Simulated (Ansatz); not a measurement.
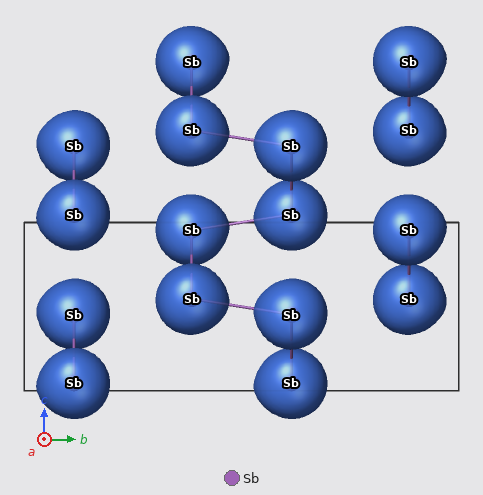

The picture shows: Sb. Isosurface of the valence electron density at 0.5 e/Å³ (blue), seen along the a axis. Sticks mark near contacts.

Space group Cmce.

Theory: Ansatz 0.2.0, DFT PBE, scalar-relativistic, plane waves, PAW.

Q: Which contacts does the surface bridge?

A: At this value the density breaks into separate islands; it holds about 75 % of the electrons treated as valence (semicore included). It bridges none of the near contacts. It is pinched off along the sampled Sb–Sb (2.89 Å) contacts. On the grid the lowest density along these lines, outside the cores, is 0.36 e/Å³ (Sb–Sb, 2.89 Å).

Q: Does the calculation make it a metal, or give it a gap?

A: It is metallic or semimetallic at this level of theory: no gap opens.
